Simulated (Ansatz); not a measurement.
# Run report: HfB₂, single-point calculation

System: HfB₂ (3 atoms in the cell).
Method: DFT PBEsol, scalar-relativistic, plane waves, PAW, no spin polarisation (Ansatz 0.2.0).

The structure derives from an entry of the Crystallography Open Database.

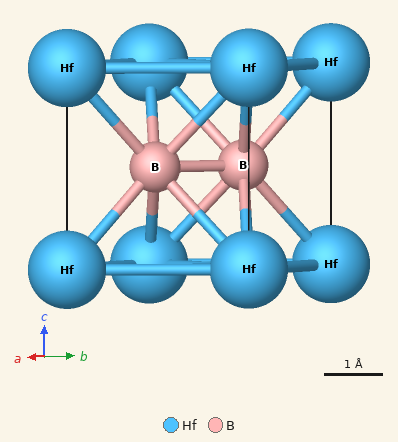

**Figure 1.** The structure as given in the input (ball-and-stick view of the cell of the calculation, seen at an oblique angle). An atom can appear more than once, as a periodic image. Near neighbours in the periodic cell (some may lie outside the picture): Hf has 12 B at 2.51 Å and 6 Hf at 3.14 Å; B has 3 B at 1.81 Å and 6 Hf at 2.51 Å.

### Key numbers

```tsv
quantity	value
outcome	converged
space group (tolerance 0.01 Å)	P6/mmm (191)
electrons treated	32
free energy	−15906.5430 eV
Fermi energy	19.984 eV
gap on the k-point mesh	none (metallic)
pressure	−4.12 GPa
largest force (length of the vector)	under 0.001 eV/Å
hardware	1 thread of Arm Neoverse V1, 24 GiB of memory available, shared host
wall time	1.4 s
peak memory	0.28 GiB
```

### Remarks

Spin–orbit coupling is left out, which matters for Hf.

### Input file
```yaml
crystal:
  lattice:
    - [3.14, 0.0, 0.0]
    - [-1.57, 2.7193197679, 0.0]
    - [0.0, 0.0, 3.48]
  atoms:
    - { symbol: Hf, position: [0.0, 0.0, 0.0] }
    - { symbol: B, position: [0.3333333333, 0.6666666667, 0.5] }
    - { symbol: B, position: [0.6666666667, 0.3333333333, 0.5] }
basis:
  ecutwfc: 420
kpoints:
  mp_grid: { grid: [6, 6, 6] }
hamiltonian:
  xc: pbesol
scf:
  occupations: { method: gaussian, width: 0.1 }
output:
  forces: true
  stress: true
  eigenvalues: true
```

Command:
```bash
ansatz run input.yaml --threads 1 --pin off --max-ram 2560MiB --backend cpu --events-out ev --progress --plain --runs-dir out
```

### What the program printed
```
Engine: ansatz 0.2.0, aarch64-unknown-linux-gnu
Pseudopotentials: kind: paw
Pseudopotential: Hf, paw, valence charge 26, recommended cutoff 420 eV (normal), Hf.paw.azcp
Pseudopotential: B, paw, valence charge 3, recommended cutoff 420 eV (normal), B.paw.azcp
Functional definition: PBEsol
  exchange = pbesol_x
  correlation = pbesol_c
Crystal: 3 atoms, lattice volume = 29.715 Å³
Basis set: ecut = 420 eV, 563 PW (Γ), exchange–correlation on 48×48×48 points (8 copies of the dense FFT grid, shifted against one another)
Bands: 20, of which v1, the nominal top of the filled ones, is band 16 counted from 1 (15 counted from 0)
Symmetry: 24 space group operations
Space group: P6/mmm (ITA 191), of the structure as read, at distance tolerance 3.1e-5 Å
k-points: 28 of 216
Non-local potential: Hf, projectors of the file, l = 0: 3, l = 1: 2, l = 2: 2, l = 3: 3
Non-local potential: B, projectors of the file, l = 0: 2, l = 1: 2, l = 2: 1
PAW form: soft (Blöchl's): semilocal exchange-correlation on the pseudo side does not see the compensation charge
PAW frozen core: Hf, regenerated for the run's functional, and the local potential with it (the file was generated under x = pbe(κ = 0.804, μ = 0.2195149727645171), c = pbe(β = 0.06672455060314922))
PAW frozen core: B, regenerated for the run's functional, and the local potential with it (the file was generated under x = pbe(κ = 0.804, μ = 0.2195149727645171), c = pbe(β = 0.06672455060314922))
PAW one-centre angular grid: Hf, 590 points (default); XC on 64 Gauss nodes
PAW one-centre angular grid: B, 110 points (default); XC on 64 Gauss nodes
Initial density: superposition of atomic densities (neutral atoms: chi_scale 0, normalization atom), corrected by the library's trained network
Initial wavefunctions: pseudopotential atomic-orbital guess
Functional: x = pbesol(κ = 0.804, μ = 0.12345679012345678), c = pbesol(β = 0.046)
SCF iter   1: F=—  HF=-15906.550314 eV  |F-HF|=—  |Δ(HF+E_count)|=         —  Δρ=6.46e-3  dr2=2.27e-2  ethr=1.77e-3  ⟨swp⟩=4.2  Hψ=2178  notcnv=0
preconditioner: auto → none  [insulator: Δε(μ)=0.116 eV  Ē_g=17.419 eV  σ=0.100 eV  W_gap=0.55  n_scr=8 (ndim 8)  ℏωp=37.3 eV  f_vac=0.000  D(μ)=0.95/eV (n_scr^D=8)  ε∞_Penn≈5.6]
SCF iter   2: F=—  HF=-15906.543750 eV  |F-HF|=—  |Δ(HF+E_count)|=   6.56e-3  Δρ=2.20e-3  dr2=2.34e-3  ethr=7.09e-5  ⟨swp⟩=2.0  Hψ=935  notcnv=0
SCF iter   3: F=—  HF=-15906.543015 eV  |F-HF|=—  |Δ(HF+E_count)|=   7.35e-4  Δρ=8.20e-4  dr2=1.09e-4  ethr=7.32e-6  ⟨swp⟩=2.5  Hψ=950  notcnv=0
SCF iter   4: F=—  HF=-15906.542972 eV  |F-HF|=—  |Δ(HF+E_count)|=   4.23e-5  Δρ=3.51e-4  dr2=1.69e-5  ethr=3.39e-7  ⟨swp⟩=2.0  Hψ=888  notcnv=0
SCF iter   5: F=—  HF=-15906.542981 eV  |F-HF|=—  |Δ(HF+E_count)|=   9.00e-6  Δρ=6.92e-5  dr2=4.15e-7  ethr=5.27e-8  ⟨swp⟩=2.1  Hψ=971  notcnv=0
SCF iter   6: F=-15906.542982 eV  HF=-15906.542982 eV  |F-HF|=3.78e-10  |Δ(HF+E_count)|=   8.82e-8  Δρ=6.09e-6  dr2=3.95e-9  ethr=3.13e-10  ⟨swp⟩=5.4  Hψ=2343  notcnv=0
SCF 1 converged in 6 iterations: F = -15906.542982 eV  dr2 = 3.95e-9
  greatest PAW one-centre occupation: 0.998 electrons in one spin orbital (limit 2), on the Hf atom at site 0 (counted from 0), in its partial waves of l = 3
```

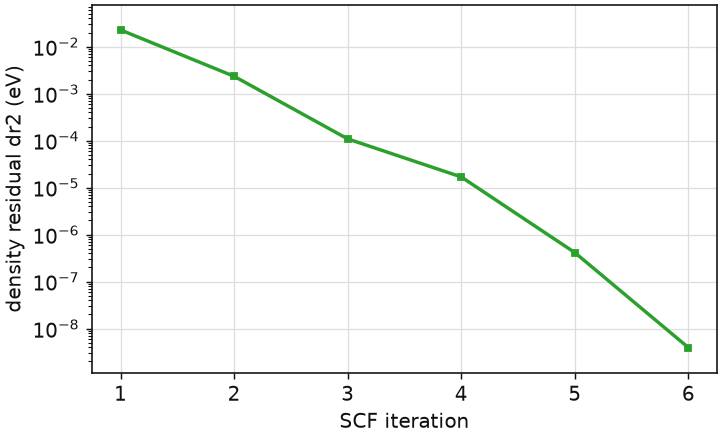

**Figure 2.** Convergence of the self-consistent field: density residual dr2 against the SCF iteration. The residual falls at every step.

```
SCF converged after 6 iterations
Free energy (F): -15906.542982 eV
Harris-Foulkes:  -15906.542982 eV  (|F-HF|=3.78e-10)
Internal energy: -15906.537883 eV  (E = F + TS)
E sigma→0 (E₀):  -15906.540432 eV
Entropy (-TS):   -0.005099 eV (-1.700 meV/atom)
Fermi energy:    19.984177 eV
--- Per-component energies (eV) ---
  E_band       = 125.910143
  E_kinetic    = 525.860666
  E_local      = -5283.664003  (includes V_loc(G=0)·N_el)
  E_nonlocal   = -1216.211628
  E_hartree    = 2516.294214
  E_xc         = -364.408531
  E_vxc        = -345.918547  (∫ρ·V_xc dr)
  E_paw        = -6958.686537  (= ΣΔE_a)
  E_vpaw       = 1413.258788  (= ΣTr[D̂ρ^β])
  E_aug_tail   = -0.000008  (compensation charges beyond the density's cutoff)
  E_ewald      = -5127.002568
  E_core_change = 1.280513  (= ΣΔE_core)
  E_smearing   = -0.005099  (= −TS)
  E_closure    = 0.000000  (closes the sum)
  Σ components = -15906.542982   (vs F -15906.542982, Δ=0.00e0)
--- Forces (eV/Å), atoms counted from 1 ---
  atom   1  Hf     0.00000000     0.00000000     0.00000000
  atom   2  B      0.00000000    -0.00000000     0.00000000
  atom   3  B      0.00000000     0.00000000     0.00000000
  max |Σ_I F_I| component: 5.55e-17 eV/Å
--- Stress (GPa, compression-positive) ---
       -2.853221      -0.000000       0.000000
        0.000000      -2.853221       0.000000
        0.000000       0.000000      -6.666342
  P = ⅓ Tr σ = -4.1243 GPa (-41.243 kbar)
--- Band table (eV; the first three rows and the last of 28) ---
  k-point 0: bands = ["-41.3415", "-10.2376", "-9.7207", "-9.7207", "6.6613", "8.6680", "8.7017", "8.7017", "8.7034", "8.7089", "8.7089", "8.8139", "17.3420", "17.4829", "17.4829", "17.6710", "24.3484", "24.3484", "25.0263", "25.0263"]
  k-point 1: bands = ["-41.3397", "-10.3089", "-9.7155", "-9.7155", "7.0929", "8.6643", "8.7033", "8.7035", "8.7035", "8.7071", "8.7071", "8.8139", "15.3515", "17.7670", "17.7670", "19.5233", "22.5446", "22.5446", "24.1581", "24.1581"]
  k-point 2: bands = ["-41.3361", "-10.4478", "-9.7051", "-9.7051", "8.1825", "8.6774", "8.6927", "8.6927", "8.7031", "8.7181", "8.7181", "8.8140", "13.2336", "18.5512", "18.5512", "21.1385", "21.1385", "21.4658", "22.4444", "22.4444"]
  k-point 27: bands = ["-41.2794", "-10.3174", "-10.2175", "-10.2175", "8.6853", "8.6853", "8.6951", "8.6981", "8.6981", "8.7323", "8.7880", "11.3107", "11.3107", "14.8903", "17.2311", "17.2311", "24.7618", "25.7703", "27.2930", "27.2930"]
```

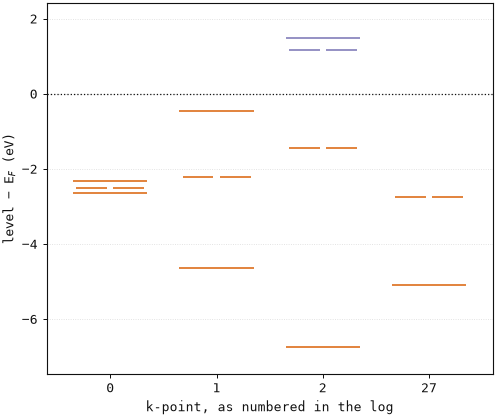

**Figure 3.** Kohn–Sham levels near the Fermi level (dotted) at the few k-points that the log prints; levels within 0.02 eV of each other stand side by side. The system is metallic on the full mesh.
